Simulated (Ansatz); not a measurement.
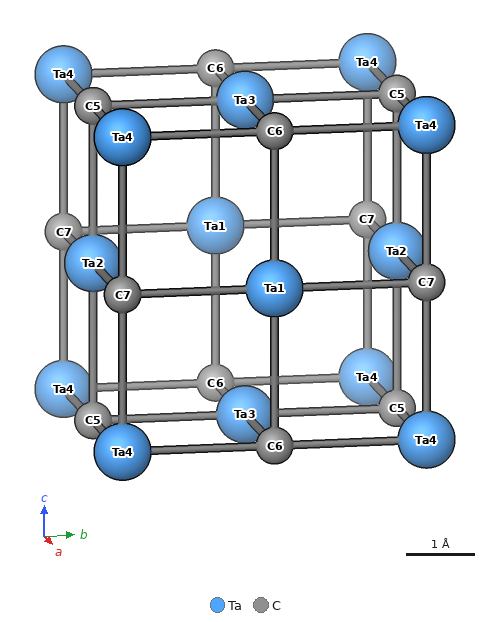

The structure as given in the input (ball-and-stick view of the cell of the calculation, seen slightly off an axis; atoms are numbered from 1 in the order of the input). An atom can appear more than once, as a periodic image. Near neighbours in the periodic cell (some may lie outside the picture): Ta has 4 C at 2.29 to 2.38 Å; Ta has 6 C at 2.29 to 2.38 Å; C has 6 Ta at 2.29 to 2.38 Å.

# Single-point calculation of Ta$_{4}$C$_{3}$

The run: single-point calculation of Ta$_{4}$C$_{3}$ (P4/mmm, 7 atoms in the cell). Method and program: DFT PBEsol, scalar-relativistic, plane waves, PAW, no spin polarisation (Ansatz 0.2.0).

The structure derives from a Materials Project entry. It belongs to a series of runs on one base structure; here: strain +0.040 along x and y, +0.080 along z, atoms carried along. Figures and captions count atoms from 1; the log counts them from 0 in places.

### Output
```
Engine: ansatz 0.2.0, x86_64-unknown-linux-gnu
Pseudopotentials: kind: paw
Pseudopotential: Ta, paw, valence charge 13, recommended cutoff 420 eV (normal), Ta.paw.azcp
Pseudopotential: C, paw, valence charge 4, recommended cutoff 420 eV (normal), C.paw.azcp
Functional definition: PBEsol
  exchange = pbesol_x
  correlation = pbesol_c
Crystal: 7 atoms, lattice volume = 99.682 Å³
Basis set: ecut = 420 eV, 1959 PW (Γ), exchange–correlation on 64×64×64 points (8 copies of the dense FFT grid, shifted against one another)
Bands: 39, of which v1, the nominal top of the filled ones, is band 32 counted from 1 (31 counted from 0)
Symmetry: 16 space group operations
Space group: P4/mmm (ITA 123), of the structure as read, at distance tolerance 4.6e-5 Å
k-points: 126 of 1000
Non-local potential: Ta, projectors of the file, l = 0: 3, l = 1: 2, l = 2: 2, l = 3: 1
Non-local potential: C, projectors of the file, l = 0: 2, l = 1: 2, l = 2: 1
PAW form: soft (Blöchl's): semilocal exchange-correlation on the pseudo side does not see the compensation charge
PAW frozen core: Ta, regenerated for the run's functional, and the local potential with it (the file was generated under x = pbe(κ = 0.804, μ = 0.2195149727645171), c = pbe(β = 0.06672455060314922))
PAW frozen core: C, regenerated for the run's functional, and the local potential with it (the file was generated under x = pbe(κ = 0.804, μ = 0.2195149727645171), c = pbe(β = 0.06672455060314922))
PAW one-centre angular grid: Ta, 590 points (default); XC on 64 Gauss nodes
PAW one-centre angular grid: C, 110 points (default); XC on 64 Gauss nodes
Initial density: superposition of atomic densities (neutral atoms: chi_scale 0, normalization atom), corrected by the library's trained network
Initial wavefunctions: pseudopotential atomic-orbital guess
Functional: x = pbesol(κ = 0.804, μ = 0.12345679012345678), c = pbesol(β = 0.046)
SCF iter   1: F=—  HF=-39968.043317 eV  |F-HF|=—  |Δ(HF+E_count)|=         —  Δρ=1.26e-2  dr2=4.95e-1  ethr=1.77e-3  ⟨swp⟩=4.6  Hψ=18808  notcnv=0
preconditioner: auto → Kerker (q_TF=auto, 2.534 Å⁻¹)  [metal: Δε(μ)=0.006 eV  Ē_g=6.525 eV  σ=0.150 eV  W_gap=0.02  n_scr=26 (ndim 8)  ℏωp=21.0 eV  f_vac=0.000  D(μ)=3.93/eV (n_scr^D=28)]
SCF iter   2: F=—  HF=-39967.966307 eV  |F-HF|=—  |Δ(HF+E_count)|=   7.70e-2  Δρ=3.67e-3  dr2=4.45e-2  ethr=7.73e-4  ⟨swp⟩=1.2  Hψ=5960  notcnv=0  defer=4
SCF iter   3: F=—  HF=-39967.957931 eV  |F-HF|=—  |Δ(HF+E_count)|=   8.38e-3  Δρ=1.25e-3  dr2=3.42e-3  ethr=6.96e-5  ⟨swp⟩=2.0  Hψ=5801  notcnv=0  defer=4
SCF iter   4: F=—  HF=-39967.957247 eV  |F-HF|=—  |Δ(HF+E_count)|=   6.85e-4  Δρ=5.52e-4  dr2=4.05e-4  ethr=5.35e-6  ⟨swp⟩=2.0  Hψ=6561  notcnv=0  defer=4
SCF iter   5: F=—  HF=-39967.957127 eV  |F-HF|=—  |Δ(HF+E_count)|=   1.20e-4  Δρ=1.39e-4  dr2=2.39e-5  ethr=6.32e-7  ⟨swp⟩=2.2  Hψ=6731  notcnv=0  defer=4
SCF iter   6: F=—  HF=-39967.957255 eV  |F-HF|=—  |Δ(HF+E_count)|=   1.28e-4  Δρ=4.01e-5  dr2=2.22e-6  ethr=3.73e-8  ⟨swp⟩=2.0  Hψ=6590  notcnv=0  defer=14
SCF iter   7: F=—  HF=-39967.957255 eV  |F-HF|=—  |Δ(HF+E_count)|=   3.34e-7  Δρ=1.25e-5  dr2=2.47e-7  ethr=3.47e-9  ⟨swp⟩=2.0  Hψ=6763  notcnv=0  defer=14
SCF iter   8: F=-39967.957255 eV  HF=-39967.957255 eV  |F-HF|=2.96e-8  |Δ(HF+E_count)|=   4.13e-8  Δρ=4.59e-6  dr2=4.06e-8  ethr=1.56e-10  ⟨swp⟩=13.9  Hψ=32541  notcnv=0
SCF 1 converged in 8 iterations: F = -39967.957255 eV  dr2 = 4.06e-8
  greatest PAW one-centre occupation: 1.000 electrons in one spin orbital (limit 2), on the Ta atom at site 3 (counted from 0), in its partial waves of l = 0
```

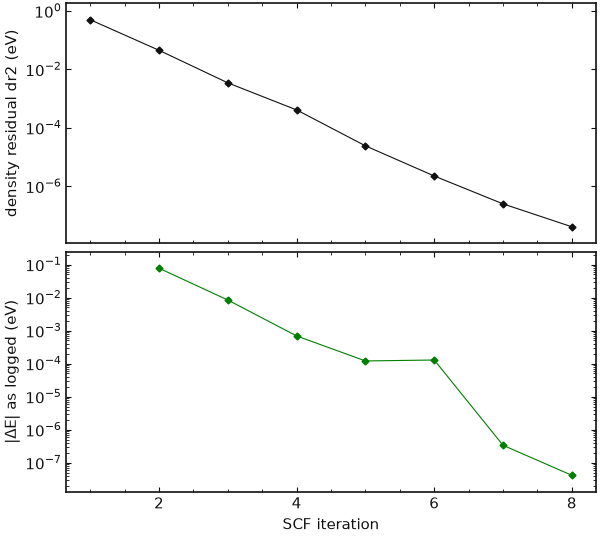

Convergence of the self-consistent field: density residual dr2 and size of the energy change against the SCF iteration. The residual falls at every step.

```
SCF converged after 8 iterations
Free energy (F): -39967.957255 eV
Harris-Foulkes:  -39967.957255 eV  (|F-HF|=2.96e-8)
Internal energy: -39967.907004 eV  (E = F + TS)
E sigma→0 (E₀):  -39967.932130 eV
Entropy (-TS):   -0.050251 eV (-7.179 meV/atom)
Fermi energy:    15.985359 eV
--- Per-component energies (eV) ---
  E_band       = -518.305055
  E_kinetic    = 1700.916986
  E_local      = -2696.065334  (includes V_loc(G=0)·N_el)
  E_nonlocal   = 140.986374
  E_hartree    = 897.174466
  E_xc         = -1002.904547
  E_vxc        = -982.647071  (∫ρ·V_xc dr)
  E_paw        = -33371.417634  (= ΣΔE_a)
  E_vpaw       = -475.846036  (= ΣTr[D̂ρ^β])
  E_aug_tail   = 0.000771  (compensation charges beyond the density's cutoff)
  E_ewald      = -5637.515974
  E_core_change = 0.917887  (= ΣΔE_core)
  E_smearing   = -0.050251  (= −TS)
  E_closure    = -0.000000  (closes the sum)
  Σ components = -39967.957255   (vs F -39967.957255, Δ=0.00e0)
--- Forces (eV/Å), atoms counted from 1 ---
  atom   1  Ta     0.00000000    -0.00000000     0.00000000
  atom   2  Ta     0.00000000     0.00000000     0.00000000
  atom   3  Ta     0.00000000     0.00000000     0.00000000
  atom   4  Ta     0.00000000     0.00000000     0.00000000
  atom   5  C      0.00000000     0.00000000     0.00000000
  atom   6  C      0.00000000    -0.00000000     0.00000000
  atom   7  C      0.00000000    -0.00000000     0.00000000
  max |Σ_I F_I| component: 8.28e-29 eV/Å
--- Stress (GPa, compression-positive) ---
      -32.149723       0.000000       0.000000
        0.000000     -32.149723       0.000000
        0.000000       0.000000     -38.648233
  P = ⅓ Tr σ = -34.3159 GPa (-343.159 kbar)
--- Band table (eV; the first three rows and the last of 126) ---
  k-point 0: bands = ["-53.0035", "-52.3838", "-52.3626", "-52.3319", "-19.5225", "-19.4899", "-19.4899", "-18.9699", "-18.9264", "-18.9264", "-18.9101", "-18.8567", "-18.8567", "-18.6073", "-18.5932", "-18.5932", "2.7860", "4.4211", "4.4500", "11.8049", "12.1110", "12.4509", "12.4509", "12.6986", "12.6986", "12.7355", "14.5849", "14.7437", "14.7437", "15.2985", "15.3424", "15.4711", "15.4711", "15.6586", "15.6586", "16.8375", "17.3092", "18.6451", "18.9697"]
  k-point 1: bands = ["-53.0035", "-52.3836", "-52.3625", "-52.3320", "-19.5196", "-19.4883", "-19.4883", "-18.9695", "-18.9261", "-18.9261", "-18.9105", "-18.8568", "-18.8568", "-18.6122", "-18.5951", "-18.5951", "2.8523", "4.4389", "4.4972", "11.6493", "12.1459", "12.3767", "12.3767", "12.7074", "12.7074", "12.7786", "14.1934", "14.6123", "14.8258", "14.8258", "15.2152", "15.2287", "15.2287", "16.0045", "16.0045", "17.3387", "17.4480", "18.8006", "18.9769"]
  k-point 2: bands = ["-53.0035", "-52.3831", "-52.3626", "-52.3326", "-19.5118", "-19.4842", "-19.4842", "-18.9683", "-18.9257", "-18.9257", "-18.9115", "-18.8567", "-18.8567", "-18.6252", "-18.6003", "-18.6003", "3.0412", "4.4755", "4.6264", "11.2442", "12.2324", "12.2324", "12.2631", "12.6925", "12.6925", "12.9051", "13.3809", "13.5655", "14.8052", "14.8052", "14.9869", "15.2770", "15.2770", "16.4860", "16.4860", "17.4152", "17.7232", "18.7462", "19.2055"]
  k-point 125: bands = ["-53.0032", "-52.3722", "-52.3722", "-52.3341", "-19.5468", "-19.5313", "-19.5313", "-18.9779", "-18.9604", "-18.9604", "-18.8825", "-18.7767", "-18.7767", "-18.7325", "-18.5639", "-18.5357", "6.1382", "6.1382", "6.1723", "8.3651", "8.9973", "9.0512", "9.0512", "11.3351", "11.3759", "11.5938", "11.5938", "11.6194", "14.7691", "15.2223", "15.2223", "15.6692", "18.5584", "18.5584", "18.6263", "18.8103", "18.8572", "18.8923", "19.0791"]
```

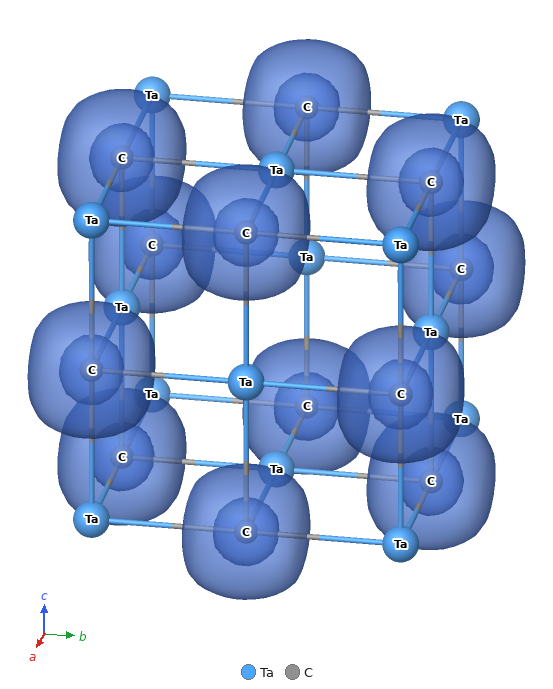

Isosurface of the ELF at 0.65 (blue), seen at an oblique angle. Core shells and regions of very low density are left out. Sticks mark near contacts. The outline is the cell set on symmetry axes. Profiles from the grid: Ta–C (2.29 Å): the ELF is about 0.25 at the midpoint; no shared pair; the contact is polar. Ta–C (2.38 Å): the ELF is about 0.25 at the midpoint; no shared pair; the contact is polar. Core electrons are frozen (PAW), so the fields are smoothed inside the atomic spheres.

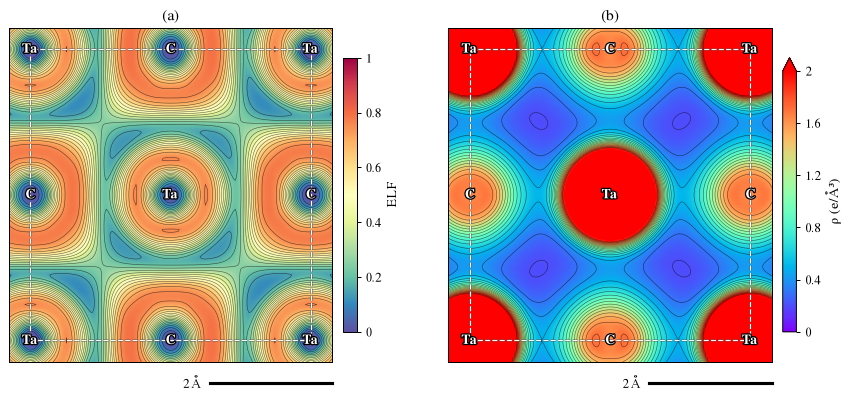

(a) ELF; (b) valence charge density (pseudo) on the (010) plane of the conventional cell. Atoms in the plane: Ta and C. Ta–C (2.29 Å): ρ is about 0.51 e/Å³ halfway; the ELF is about 0.25 at the midpoint (a polar contact without a shared pair, in a metal). Ta–C (2.38 Å): ρ at the midpoint is about 0.42 e/Å³; the ELF is about 0.25 at the midpoint; a polar contact without a shared pair, in a metal. Away from the nuclei the density in this plane falls to 0.19 e/Å³ at its lowest. The strong features right at Ta lie inside the PAW spheres (semicore, d or f shells) and say nothing about bonding.

This output came from the following input.

### Input
```yaml
crystal:
  lattice:
    - [4.5787062939, 0.0, 0.0]
    - [0.0, 4.5787062939, 0.0]
    - [0.0, 0.0, 4.7548103822]
  atoms:
    - { symbol: Ta, position: [0.0, 0.5, 0.5] }
    - { symbol: Ta, position: [0.5, 0.0, 0.5] }
    - { symbol: Ta, position: [0.5, 0.5, 0.0] }
    - { symbol: Ta, position: [0.0, 0.0, 0.0] }
    - { symbol: C, position: [0.5, 0.0, 0.0] }
    - { symbol: C, position: [0.0, 0.5, 0.0] }
    - { symbol: C, position: [0.0, 0.0, 0.5] }
basis:
  ecutwfc: 420
kpoints:
  mp_grid: { grid: [10, 10, 10] }
hamiltonian:
  xc: pbesol
scf:
  occupations: { method: gaussian, width: 0.15 }
output:
  forces: true
  stress: true
  eigenvalues: true
  write_density: true
  write_potential: true
  elf: true
  volumetric_format: npy
```

Command:
```bash
ansatz run input.yaml --threads 2 --pin off --max-ram 5120MiB --backend cpu --events-out ev --progress --plain --runs-dir out
```

### Key numbers

```csv
quantity,value
outcome,converged
space group (tolerance 0.01 Å),P4/mmm (123)
electrons treated,64
free energy,−39967.9573 eV
Fermi energy,15.985 eV
gap on the k-point mesh,none (metallic)
pressure,−34.32 GPa
largest force (length of the vector),under 0.001 eV/Å
hardware,"2 threads of Oxide Virtual Turin-like (Zen 5), 32 GiB of memory available, shared host"
wall time,9.3 s (CPU time 18 s)
peak memory,0.64 GiB
```

### Remarks

Spin–orbit coupling is left out, which matters for Ta. The cell is under a tension of 34 GPa at this level, so it is not at its equilibrium volume.
